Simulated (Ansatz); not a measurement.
Cell and atoms:

```
Sn
1.0
     3.72583    0.00000    0.00000
     0.00000    3.78257    0.00000
     0.00000    0.00000    3.83931
Sn
2
Direct
  0.00000 0.00000 0.00000
  0.50000 0.50000 0.50000
```

Summarise the structure in words.

The element is tin. It is body-centred orthorhombic, space group Immm (No. 71). The cell holds two atoms. Sn is linked to eight Sn in a cubic arrangement at 3.28 Å. The bonds build a three-dimensional framework.

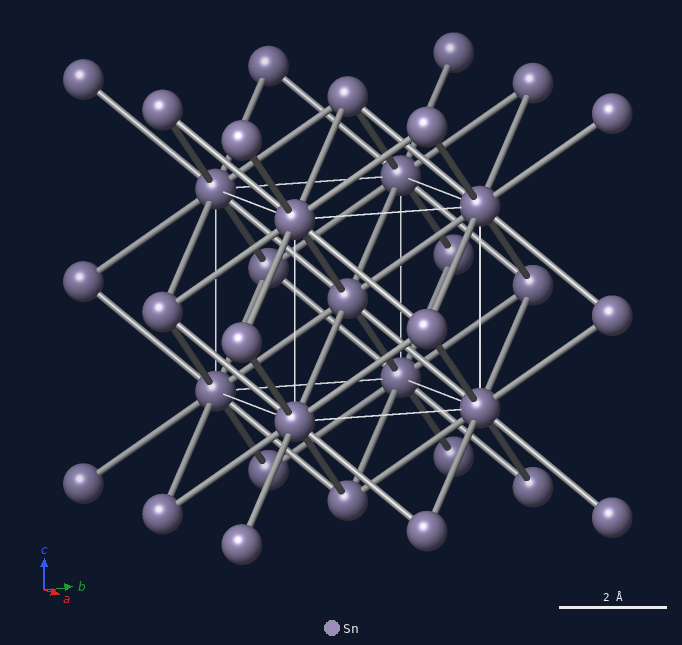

Ball-and-stick representation of a periodic structure, projected slightly off an axis. Lines trace the edges of the conventional unit cell. The bonded neighbours beyond the faces are included. Colours: tin purple.

It goes back to a structure listed in the Materials Project. The cell was then strained or its atoms displaced on purpose. It went into a calculation with Ansatz.
